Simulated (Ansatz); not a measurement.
# Σ9 (221) boundary in fcc Al with Zr (substitutional): structure and resistance, part 2 of 2

Wanted: what the Σ9 (221) boundary in fcc Al with Zr (substitutional) costs an interconnect.

Ansatz 0.2.0; Ansatz plane-wave DFT, PBE, PAW files; relaxation of a bicrystal slab with its lowest layers held; PAW set soft_1 (the session's first sound run).

So far. Step 2 (Relaxing the bicrystal): The largest force component on a free atom ends at 0.012 eV/Å, under the tolerance of 0.03, after 8 steps.

## Step 3: Transmission across the boundary

This step: Ansatz plane-wave DFT, PBE, PAW files; ballistic transport by layer matching (Landauer), zero bias; boundary relaxed in a short slab, bulk layers laid on; PAW set soft_1 (Ansatz 0.2.0).

System of this step: Σ9 (221) boundary in fcc Al with Zr (substitutional). The cell holds 64 atoms: 63 Al and 1 Zr. Its edges and angles: a = 2.862 Å, b = 8.587 Å, c = 51.127 Å, α = 90.0°, β = 90.0°, γ = 90.0°. It derives from Al. Regions: lower grain, 26 atoms (26 Al); boundary, 17 atoms (16 Al and 1 Zr); upper grain, 21 atoms (21 Al). Vacuum lies along c.

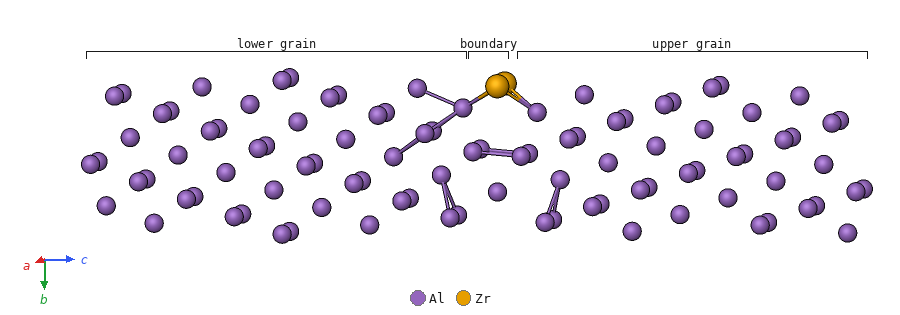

The cell of this step (aluminium purple, zirconium orange). Bonds to atoms that aren't drawn are left out. Some periodic images of atoms are drawn too.

File input.yaml:

```yaml
crystal:
  lattice:
    - [2.862347037, 0.0, 0.0]
    - [0.0, 8.5870411111, 0.0]
    - [0.0, 0.0, 51.1270774749]
  atoms:
    - { symbol: Al, position: [-17.0, -9.4444444443, 0.0782364296] }
    - { symbol: Al, position: [-16.5, -9.1666666666, 0.0914322097] }
    - { symbol: Al, position: [-16.0, -8.8888888888, 0.1046279897] }
    - { symbol: Al, position: [-15.5, -8.611111111, 0.1178237697] }
    - { symbol: Al, position: [-15.0, -8.3333333332, 0.1310195497] }
    - { symbol: Al, position: [-14.5, -8.0555555555, 0.1442153297] }
    - { symbol: Al, position: [-14.0, -7.7777777777, 0.1574111097] }
    - { symbol: Al, position: [-13.5, -7.4999999999, 0.1706068897] }
    - { symbol: Al, position: [-13.0, -7.2222222221, 0.1838026697] }
    - { symbol: Al, position: [-12.5, -6.9444444444, 0.1969984497] }
    - { symbol: Al, position: [-12.0, -6.6666666666, 0.2101942297] }
    - { symbol: Al, position: [-11.5, -6.3888888888, 0.2233900097] }
    - { symbol: Al, position: [-11.0, -6.111111111, 0.2365857897] }
    - { symbol: Al, position: [-10.5, -5.8333333333, 0.2497815697] }
    - { symbol: Al, position: [-10.0, -5.5555555555, 0.2629773497] }
    - { symbol: Al, position: [-9.5, -5.2777777777, 0.2761731297] }
    - { symbol: Al, position: [-9.0, -4.9999999999, 0.2893689097] }
    - { symbol: Al, position: [-8.5, -4.7222222222, 0.3025646897] }
    - { symbol: Al, position: [-8.0, -4.4444444444, 0.3157604698] }
    - { symbol: Al, position: [-7.5, -4.1666666666, 0.3289562498] }
    - { symbol: Al, position: [-7.0, -3.8888888888, 0.3421520298] }
    - { symbol: Al, position: [-6.5, -3.6111111111, 0.3553478098] }
    - { symbol: Al, position: [-6.0, -3.3333333333, 0.3685435898] }
    - { symbol: Al, position: [-5.5, -3.0555555555, 0.3817393698] }
    - { symbol: Al, position: [-5.0, -2.7777777777, 0.3949351498] }
    - { symbol: Al, position: [-4.5, -2.5, 0.4081309298] }
    - { symbol: Al, position: [0.0, 0.7777777778, 0.4213267098] }
    - { symbol: Al, position: [0.5, 0.0534790669, 0.4342210677] }
    - { symbol: Al, position: [1.0, 0.3387850486, 0.4466438835] }
    - { symbol: Al, position: [0.5, 0.6167192328, 0.4607128811] }
    - { symbol: Al, position: [0.0, 0.8853929804, 0.4744824055] }
    - { symbol: Al, position: [0.5, 0.1792730923, 0.4844794857] }
    - { symbol: Al, position: [0.0, 0.4544870085, 0.499599567] }
    - { symbol: Al, position: [0.5, 0.7239779125, 0.5225439152] }
    - { symbol: Zr, position: [0.0, 0.027201888, 0.5264643101] }
    - { symbol: Al, position: [0.0, 0.4813374574, 0.5527784881] }
    - { symbol: Al, position: [0.5, 0.2037887027, 0.5663253893] }
    - { symbol: Al, position: [0.0, 0.9095078726, 0.5792233946] }
    - { symbol: Al, position: [0.5, 0.6407050384, 0.5917207133] }
    - { symbol: Al, position: [1.0, 0.3675399809, 0.6053637002] }
    - { symbol: Al, position: [0.5, 0.0869629065, 0.618304352] }
    - { symbol: Al, position: [0.0, 0.8053539087, 0.6314620227] }
    - { symbol: Al, position: [0.5, 0.5281258624, 0.6446521902] }
    - { symbol: Al, position: [-5.0, -2.7496519154, 0.6578479702] }
    - { symbol: Al, position: [-5.5, -3.0274296932, 0.6710437502] }
    - { symbol: Al, position: [-6.0, -3.305207471, 0.6842395302] }
    - { symbol: Al, position: [-6.5, -3.5829852487, 0.6974353103] }
    - { symbol: Al, position: [-7.0, -3.8607630265, 0.7106310903] }
    - { symbol: Al, position: [-7.5, -4.1385408043, 0.7238268703] }
    - { symbol: Al, position: [-8.0, -4.4163185821, 0.7370226503] }
    - { symbol: Al, position: [-8.5, -4.6940963598, 0.7502184303] }
    - { symbol: Al, position: [-9.0, -4.9718741376, 0.7634142103] }
    - { symbol: Al, position: [-9.5, -5.2496519154, 0.7766099903] }
    - { symbol: Al, position: [-10.0, -5.5274296932, 0.7898057703] }
    - { symbol: Al, position: [-10.5, -5.8052074709, 0.8030015503] }
    - { symbol: Al, position: [-11.0, -6.0829852487, 0.8161973303] }
    - { symbol: Al, position: [-11.5, -6.3607630265, 0.8293931103] }
    - { symbol: Al, position: [-12.0, -6.6385408043, 0.8425888903] }
    - { symbol: Al, position: [-12.5, -6.916318582, 0.8557846703] }
    - { symbol: Al, position: [-13.0, -7.1940963598, 0.8689804503] }
    - { symbol: Al, position: [-13.5, -7.4718741376, 0.8821762303] }
    - { symbol: Al, position: [-14.0, -7.7496519153, 0.8953720103] }
    - { symbol: Al, position: [-14.5, -8.0274296931, 0.9085677903] }
    - { symbol: Al, position: [-15.0, -8.3052074709, 0.9217635704] }
kpoints:
  mp_grid: { grid: [9, 3, 1] }
hamiltonian:
  xc: pbe
  pseudopotentials: { kind: paw, azcp: { folder: soft_1 } }
scf:
  occupations: { method: fermi_dirac, width: 0.1 }
output:
  transmission:
    leads: [[14, 15], [52, 53]]
    kmesh: [22, 8]
    e_range: [-0.1, 0.1]
    de: 0.05
  write_potential: true
  write_density: true
  volumetric_format: npy
  elf: true
```

The run is started by

```console
> ansatz run input.yaml --threads 4 --pin off --max-ram 15360MiB --backend cpu --events-out ev --progress --plain --runs-dir out
```

Numbers of over 12 decimals in the logs are rounded to 6 here.

What it wrote:

```text
[...]
Crystal: 64 atoms, lattice volume = 1256.657 Å³
Basis set: ecut = 420 eV, 24555 PW (Γ)
Bands: 165, of which v1, the nominal top of the filled ones, is band 101 counted from 1 (100 counted from 0)
Symmetry: 2 space group operations
[...]
k-points: 10 of 27 (time reversal used)
[...]
SCF iter   1: F=—  HF=-38048.755648 eV  |F-HF|=—  |Δ(HF+E_count)|=         —  Δρ=2.47e-2  dr2=2.00e2  ethr=3.10e-3  ⟨swp⟩=7.6  Hψ=8796  notcnv=0  defer=89
[...]
SCF iter   9: F=-38043.210122 eV  HF=-38043.210122 eV  |F-HF|=2.25e-8  |Δ(HF+E_count)|=   2.24e-8  Δρ=1.03e-6  dr2=2.97e-8  ethr=4.98e-11  ⟨swp⟩=30.8  Hψ=10083  notcnv=0
SCF 1 converged in 9 iterations: F = -38043.210122 eV  dr2 = 2.97e-8
[...]
transmission: 240 of 2400 steps passed
transmission: 480 of 2400 steps passed
[...]
transmission: 2400 of 2400 steps passed
WARN: The output density's exchange-correlation potential varies sharply where the density is thin. Do not read a vacuum level from v_tot or v_xc, or from such a field of the output density. On a cell that repeats whose density bears no net charge and no dipole along the vacuum's axis use v_es (v_loc + v_h of the components); under efield.dipole_correction with no amplitude use v_es + v_field, which holds any externa [...]
SCF converged after 9 iterations
Free energy (F): -38043.210122 eV
[...]
Internal energy: -38042.172335 eV  (E = F + TS)
E sigma→0 (E₀):  -38042.691229 eV
Entropy (-TS):   -1.037787 eV (-16.215 meV/atom)
Fermi energy:    6.237079 eV
[...]
--- Band table (eV; the first three rows and the last of 10) ---
  k-point 0: bands = [... 97 lower, 5.9967, 6.0950, 6.1730, 6.2908, 6.4406, 6.5839, 6.7141, 6.8133, ... 60 higher]
  k-point 1: bands = [... 97 lower, 6.4854, 6.5573, 6.7014, 6.7738, 6.8690, 6.9823, 7.0932, 7.2020, ... 60 higher]
  k-point 2: bands = [... 97 lower, 6.1624, 6.2834, 6.3680, 6.4795, 6.6361, 6.7638, 6.8928, 6.9701, ... 60 higher]
  k-point 9: bands = [... 97 lower, 5.2992, 5.3685, 5.4449, 5.4743, 5.5267, 5.5999, 5.6725, 5.7271, ... 60 higher]
--- Transmission ---
  basis      : 217 plane waves across, 40 finite elements along
  points     : 60, standing for a mesh of 22 x 8
  energies   : 5 from -0.100000 to 0.100000 eV about the Fermi level, 0.050000 eV apart; the leads are filled to 0.000000 eV, and channels, transmission and decay are at 0.000000 eV
  crystal 0  : Al4, at the sites [14, 15], period 2.6986 Å, over 18.22 Å; its Hamiltonian steps by up to 38.0 meV: too much for a lead, lay more layers or, if its atoms are ordered, name the step of that order
    offset         : up to 0.0000 Å between an atom of the period and one for which it stands
    channels       : 4.653409e0 a spin
    conductance    : none, the energies end too early or step too widely for 300 K: set another output.transmission.e_range or a lower de, or, where they end at an eighth of basis.ecutwfc, a higher one
[...]
channels       : 4.653409e0 a spin
[...]
junction   : crystal 0 to crystal 1, 13.11 to 38.02 Å
    transmission   : 2.321648e0 a spin
[...]
```

The job ended after 9.3 min (4 threads of Arm Neoverse V1, shared host; peak memory 5 GiB; 35 min of CPU time).

The column dr2 measures how far the density is from self-consistency, as an energy; F and HF (Harris–Foulkes) agree once it is small.

Numbers from this step:

* free energy: -38043.2101 eV
* energy at zero smearing: -38042.6912 eV
* Fermi energy: 6.237 eV
* cell area: 24.58 Å²
* transmission per spin nearest the Fermi level: 2.322
* open channels per spin nearest the Fermi level: 4.653
* open channels per spin, upper lead: 4.653
* step of the lead's potential: 38 meV
* step of the upper lead's potential: 35.8 meV

Per spin. The transmission, zone mean by energy, zero at the Fermi level:

```csv
energy (eV),"transmission, zone mean"
-0.1000,2.25
-0.0500,2.27
0.0000,2.32
0.0500,2.37
0.1000,2.42
```

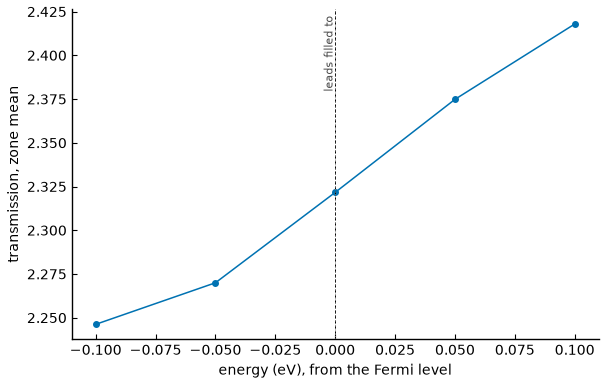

Transmission, zone mean against energy.

Per spin. Table of open channels, zone mean, lead = upper lead by energy, zero at the Fermi level:

```csv
energy (eV),"open channels, zone mean, lead = upper lead"
-0.1000,4.48
-0.0500,4.57
0.0000,4.65
0.0500,4.72
0.1000,4.77
```

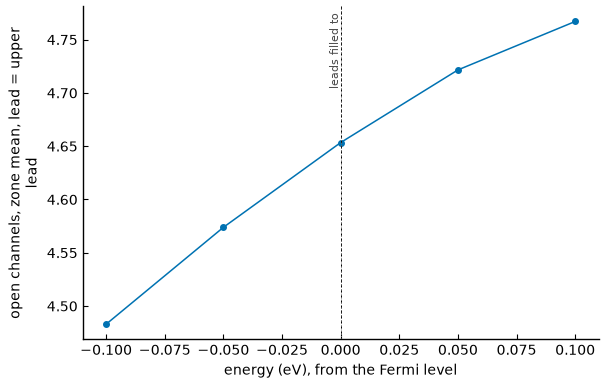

Open channels, zone mean, lead = upper lead, plotted against energy.

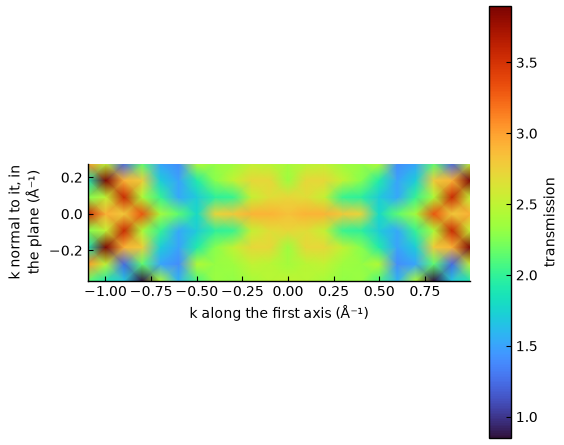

Transmission over k1 and k2. At 0.0000 eV from the Fermi level.

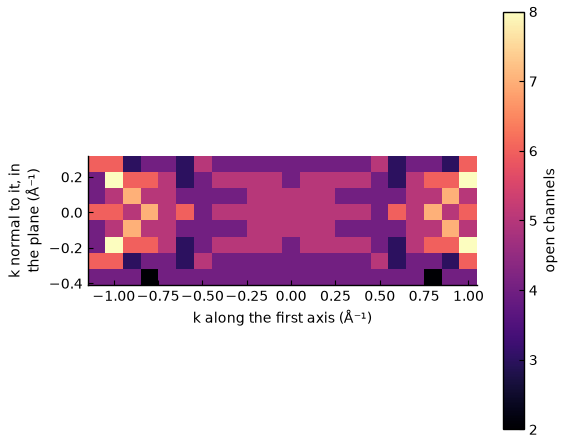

Open channels over k1 and k2. At 0.0000 eV from the Fermi level.

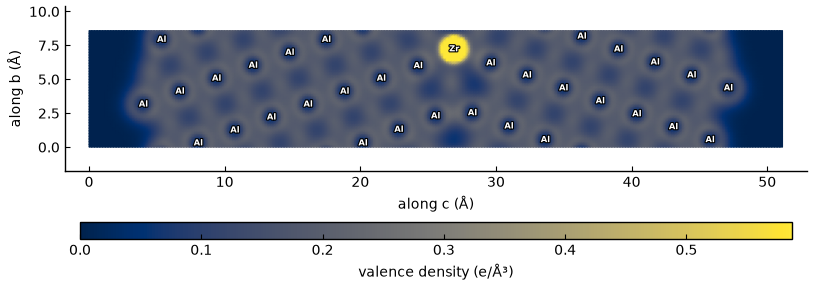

Valence density in the cb plane at fractional x = 0.000, with atoms of Al and Zr within 0.2 Å of it. It is the smooth field of the valence electrons, not physical close to the nuclei. The map starts off the cell's origin, so that atoms lie inside it.

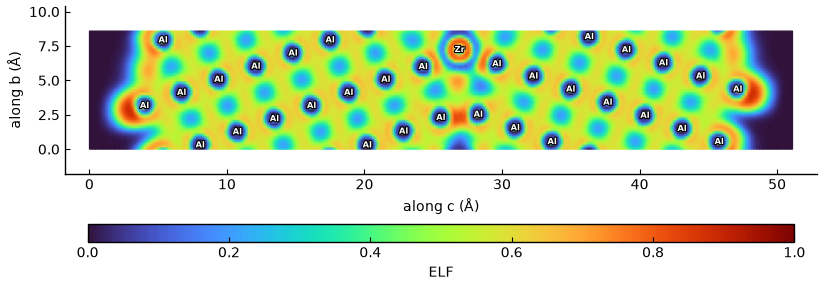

ELF in the cb plane at fractional x = 0.000, with atoms of Al and Zr within 0.2 Å of it. It is the smooth field of the valence electrons, not physical close to the nuclei. The map starts off the cell's origin, so that atoms lie inside it.

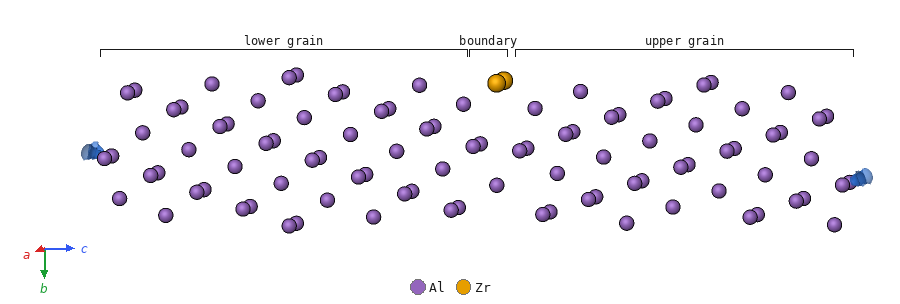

Surface of ELF = 0.85.

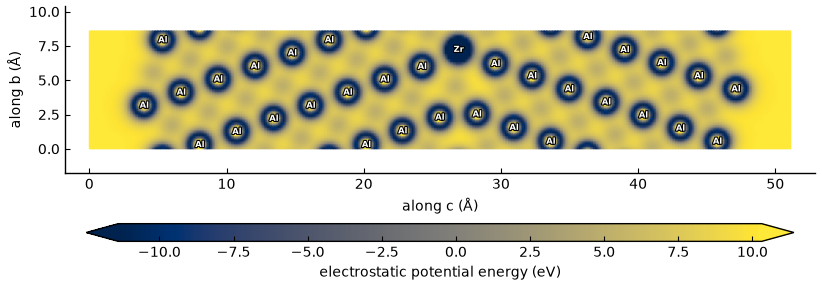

Electrostatic potential energy in the cb plane at fractional x = 0.000, with atoms of Al and Zr within 0.2 Å of it. With pseudopotentials it is smooth inside the atoms' cores, unlike the true potential. The map starts off the cell's origin, so that atoms lie inside it.

Over the solved energies the transmission per spin lies between 2.25 and 2.42, out of 4.64 channels of the lead on average (up to 4.77). The log calls the step of a lead's potential too much.

## Step 4: Specific resistance

This step: Ansatz plane-wave DFT, PBE, PAW files; ballistic transport by layer matching (Landauer), zero bias; specific resistance of the boundary; PAW set soft_1 (Ansatz 0.2.0).

Numbers from this step:

- area resistance: 0.6801 fΩ m²
- T over the leads' mean channel count: 0.5013

Averaged over the energies near the Fermi level, 50.1 % of the channels pass, which makes 0.680 fΩ m².

By hand, with T and the leads' channels N averaged over the energies near the Fermi level: RA = A (h/2e²)(1/T − ½[1/N₁ + 1/N₂]) = 24.58×10⁻²⁰ m² × 12 906 Ω × (1/2.326 − ½[1/4.640 + 1/4.640]) = 0.680 fΩ m².

## Step 5: What came out

```json
{
  "specific resistance of the boundary": "0.680 fΩ m²",
  "share of channels that pass": "0.501"
}
```

In words: The boundary has a specific resistance of 0.68 fΩ m². The boundary reflects 50 % of the channels; 0.68 fΩ m² is 6.8×10⁻¹² Ω·cm². That equals the resistance of 25 nm of bulk Al at 300 K (measured 2.733 µΩ cm, CRC Handbook of Chemistry and Physics, 84th ed., 2003, Electrical Resistivity of Pure Metals). One Zr in 24.6 Å² of boundary is a high coverage. Each plane of this narrow cell holds one atom, so the solute fills a whole plane. One starting structure was relaxed; another shift or atom count at the boundary may lie lower. A lead's potential steps by up to 38 meV from period to period, which the log calls too much, so longer leads could move the result.

[Logs are printed without paths, hosts, clocks, repeated set-up lines and the standing remarks that a program may print on its own settings, such as how far it seeks lower states.]

[Hosts, paths, dates, database ids (printed as entryN), source tags and the programs' standing remarks are cut or masked in the printed files.]
